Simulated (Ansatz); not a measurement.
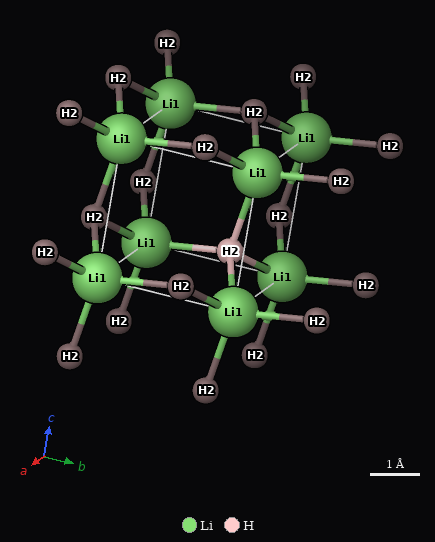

Figure 1. The structure (ball-and-stick view of the reduced cell, seen slightly off an axis; neighbours outside the cell are drawn fainter; atoms are numbered from 1 in the order of the input).

## LiH: a changed input and its effect

System: LiH (2 atoms in the cell).
Method of run A: DFT, PBE, plane waves, PAW, no spin polarisation (Ansatz 0.2.0).

The structure was built on a prototype by a generator. The geometry comes from this level: r2SCAN (a point of a series of strains). Text and figures count atoms from 1; the logs count them from 0 in places.

**Input file, run A**
```yaml
crystal:
  lattice:
    - [0.0, 2.1451220099, 2.1451220099]
    - [2.1225982288, 0.0, 2.1451220099]
    - [2.1225982288, 2.1451220099, 0.0]
  atoms:
    - { symbol: Li, position: [0.0, 0.0, 0.0] }
    - { symbol: H, position: [0.25, 0.25, 0.25] }
kpoints:
  mp_grid: { grid: [10, 10, 10] }
  band_path:
    path:
      - [0.0, 0.0, 0.0]
      - [-0.5, -0.5, 0.0]
      - [-0.375, -0.375, 0.25]
      - [-0.375, 0.0, 0.375]
      - [0.0, 0.0, 0.5]
      - [-0.5, -0.25, 0.25]
      - [-0.15, -0.075, 0.425]
    npoints: 1
hamiltonian:
  xc: pbe
scf:
  occupations: { method: fermi_dirac, width: 0.02 }
  n_extra_bands: 4
output:
  forces: true
  stress: true
  eigenvalues: true
```

Hardware: 4 threads of an Arm (aarch64) CPU, shared host.

**Output, shortened to warnings, some set-up lines, iterations and results (run A)**
```
Basis set: ecut = 420 eV, 363 PW (Γ), exchange–correlation on 48×48×48 points (8 copies of the dense FFT grid, shifted against one another)
Symmetry: 8 space group operations
k-points: 102 of 1000 (time reversal used)
Initial density: superposition of atomic densities (neutral atoms: chi_scale 0, normalization atom), corrected by the library's trained network
[...]
SCF iter   1: F=—  HF=-221.296569 eV  |F-HF|=—  |Δ(HF+E_count)|=         —  Δρ=2.28e-3  dr2=7.21e-4  ethr=1.77e-3  ⟨swp⟩=5.1  Hψ=4980  notcnv=0
SCF iter   2: F=—  HF=-221.296386 eV  |F-HF|=—  |Δ(HF+E_count)|=   1.83e-4  Δρ=7.79e-4  dr2=7.52e-5  ethr=1.80e-5  ⟨swp⟩=1.4  Hψ=1472  notcnv=0
SCF iter   3: F=—  HF=-221.296378 eV  |F-HF|=—  |Δ(HF+E_count)|=   7.36e-6  Δρ=9.47e-5  dr2=1.19e-6  ethr=1.88e-6  ⟨swp⟩=2.0  Hψ=714  notcnv=0
SCF iter   4: F=-221.296381 eV  HF=-221.296381 eV  |F-HF|=1.09e-8  |Δ(HF+E_count)|=   2.34e-6  Δρ=8.06e-6  dr2=7.51e-9  ethr=2.98e-8  ⟨swp⟩=2.0  Hψ=714  notcnv=0
SCF iter   5: F=-221.296381 eV  HF=-221.296381 eV  |F-HF|=1.82e-10  |Δ(HF+E_count)|=   1.44e-8  Δρ=1.07e-6  dr2=1.79e-10  ethr=1.88e-10  ⟨swp⟩=2.1  Hψ=722  notcnv=0
SCF iter   6: F=-221.296381 eV  HF=-221.296381 eV  |F-HF|=5.68e-13  |Δ(HF+E_count)|=  1.45e-10  Δρ=6.28e-8  dr2=2.22e-13  ethr=4.47e-12  ⟨swp⟩=1.0  Hψ=1632  notcnv=0
SCF 1 converged in 6 iterations: F = -221.296381 eV  dr2 = 2.22e-13
NSCF: frozen V_eff on 7 k-points
SCF converged after 6 iterations
Free energy (F): -221.296381 eV
Harris-Foulkes:  -221.296381 eV  (|F-HF|=5.68e-13)
Internal energy: -221.296381 eV  (E = F + TS)
E sigma→0 (E₀):  -221.296381 eV
Fermi energy:    1.019883 eV
--- Per-component energies (eV) ---
  E_band       = -93.431095
  E_kinetic    = 35.881627
  E_local      = -138.735787  (includes V_loc(G=0)·N_el)
  E_nonlocal   = -31.678258
  E_hartree    = 40.156028
  E_xc         = -20.035962
  E_vxc        = -25.835010  (∫ρ·V_xc dr)
  E_paw        = -21.565058  (= ΣΔE_a)
  E_vpaw       = -13.374534  (= ΣTr[D̂ρ^β])
  E_aug_tail   = -0.001189  (compensation charges beyond the density's cutoff)
  E_ewald      = -85.317782
  E_smearing   = -0.000000  (= −TS)
  E_closure    = 0.000000  (closes the sum)
  Σ components = -221.296381   (vs F -221.296381, Δ=0.00e0)
--- Forces (eV/Å), atoms counted from 1 ---
  atom   1  Li    -0.00000000     0.00000000    -0.00000000
  atom   2  H      0.00000000    -0.00000000     0.00000000
  max |Σ_I F_I| component: 1.63e-16 eV/Å
--- Stress (GPa, compression-positive) ---
        0.325752      -0.000000       0.000000
       -0.000000       0.184483      -0.000000
        0.000000      -0.000000       0.184483
  P = ⅓ Tr σ = 0.2316 GPa (2.316 kbar)
```

For run B the input was changed thus:
```diff
-  xc: pbe
+  xc: r2scan
-  occupations: { method: fermi_dirac, width: 0.02 }
+  occupations: { method: fixed }
```

What does this change do to the results?

The total energies belong to different methods, so their difference says nothing on which is more stable or more accurate. The gap on the mesh goes from 4.22 to 4.74 eV. The functional changes from PBE to r2SCAN. The number of SCF iterations is the same. The default cutoff goes from 420 to 500 eV with the change. The plane waves at Γ go from 363 to 531.

**Output, shortened to warnings, some set-up lines, iterations and results (run B)**
```
Basis set: ecut = 500 eV, 531 PW (Γ), exchange–correlation on 96×96×96 points (64 copies of the dense FFT grid, shifted against one another)
Symmetry: 8 space group operations
k-points: 102 of 1000 (time reversal used)
Initial density: superposition of atomic densities (neutral atoms: chi_scale 0, normalization atom), corrected by the library's trained network
[...]
SCF iter   1: F=—  HF=-221.906492 eV  |F-HF|=—  |Δ(HF+E_count)|=         —  Δρ=2.54e-3  dr2=6.65e-4  dr2_τ=2.10e-3  ethr=1.77e-3  ⟨swp⟩=3.9  Hψ=4411  notcnv=0  defer=154
SCF iter   2: F=—  HF=-221.914666 eV  |F-HF|=—  |Δ(HF+E_count)|=   8.17e-3  Δρ=1.73e-3  dr2=5.44e-4  dr2_τ=8.81e-6  ethr=1.66e-5  ⟨swp⟩=3.0  Hψ=2097  notcnv=0  defer=200
SCF iter   3: F=—  HF=-221.914969 eV  |F-HF|=—  |Δ(HF+E_count)|=   3.03e-4  Δρ=9.46e-4  dr2=1.64e-4  dr2_τ=2.52e-6  ethr=1.36e-5  ⟨swp⟩=2.0  Hψ=923  notcnv=0  defer=199
SCF iter   4: F=—  HF=-221.914941 eV  |F-HF|=—  |Δ(HF+E_count)|=   2.75e-5  Δρ=2.89e-4  dr2=1.40e-5  dr2_τ=2.88e-7  ethr=4.10e-6  ⟨swp⟩=2.0  Hψ=825  notcnv=0  defer=200
SCF iter   5: F=—  HF=-221.914939 eV  |F-HF|=—  |Δ(HF+E_count)|=   2.03e-6  Δρ=3.02e-5  dr2=1.98e-7  dr2_τ=1.76e-9  ethr=3.51e-7  ⟨swp⟩=2.2  Hψ=760  notcnv=0  defer=82
SCF iter   6: F=-221.914939 eV  HF=-221.914939 eV  |F-HF|=9.88e-10  |Δ(HF+E_count)|=   3.02e-8  Δρ=7.66e-6  dr2=1.30e-8  dr2_τ=9.46e-11  ethr=2.50e-9  ⟨swp⟩=5.1  Hψ=3174  …
SCF 1 converged in 6 iterations: F = -221.914939 eV  dr2 = 1.30e-8
NSCF: frozen V_eff on 7 k-points
SCF converged after 6 iterations
Free energy (F): -221.914939 eV
Harris-Foulkes:  -221.914939 eV  (|F-HF|=9.88e-10)
Internal energy: -221.914939 eV  (E = F + TS)
E sigma→0 (E₀):  -221.914939 eV
Fermi energy:    -1.375990 eV
--- Per-component energies (eV) ---
  E_band       = -97.136076
  E_kinetic    = 36.142979
  E_local      = -139.099001  (includes V_loc(G=0)·N_el)
  E_nonlocal   = -31.710017
  E_hartree    = 40.353776
  E_xc         = -19.897042
  E_vxc        = -27.915735  (∫ρ·V_xc dr)
  E_paw        = -22.387314  (= ΣΔE_a)
  E_vpaw       = -16.656795  (= ΣTr[D̂ρ^β])
  E_aug_tail   = -0.000539  (compensation charges beyond the density's cutoff)
  E_vtau       = 1.395723  (kinetic-family band-sum trace: ∫τ·v_τ [+ j·A + Jᵃ·Aᵃ] dr)
  E_ewald      = -85.317782
  E_smearing   = -0.000000  (= −TS)
  E_closure    = 0.000000  (closes the sum)
  Σ components = -221.914939   (vs F -221.914939, Δ=0.00e0)
--- Forces (eV/Å), atoms counted from 1 ---
  atom   1  Li    -0.00000000     0.00000000    -0.00000000
  atom   2  H      0.00000000    -0.00000000     0.00000000
  max |Σ_I F_I| component: 1.63e-16 eV/Å
--- Stress (GPa, compression-positive) ---
        0.435448      -0.000000       0.000000
       -0.000000       0.287127      -0.000000
        0.000000      -0.000000       0.287127
  P = ⅓ Tr σ = 0.3366 GPa (3.366 kbar)
```

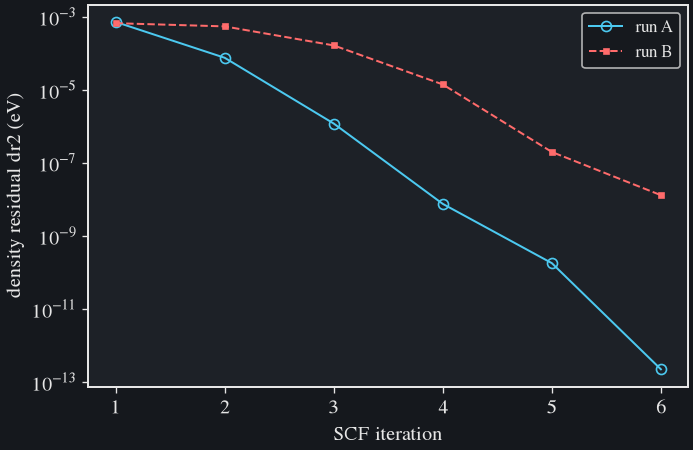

Figure 2. Convergence of the two runs: density residual dr2 against the SCF iteration. Run A takes 6 iterations in all, and run B takes 6.

**The two runs side by side**

| quantity | run A | run B |
| --- | --- | --- |
| outcome | converged | converged |
| free energy per atom (eV) | −110.6482 | −110.9575 |
| gap on the mesh (eV) | 4.22 | 4.74 |
| pressure (GPa) | 0.23 | 0.34 |
| largest force (eV/Å) | 0.000 | 0.000 |
| SCF iterations | 6 | 6 |
| irreducible k-points | 102 | 102 |
| plane waves at Γ | 363 | 531 |
| wall time (shared host) | 0.56 s | 1 s |
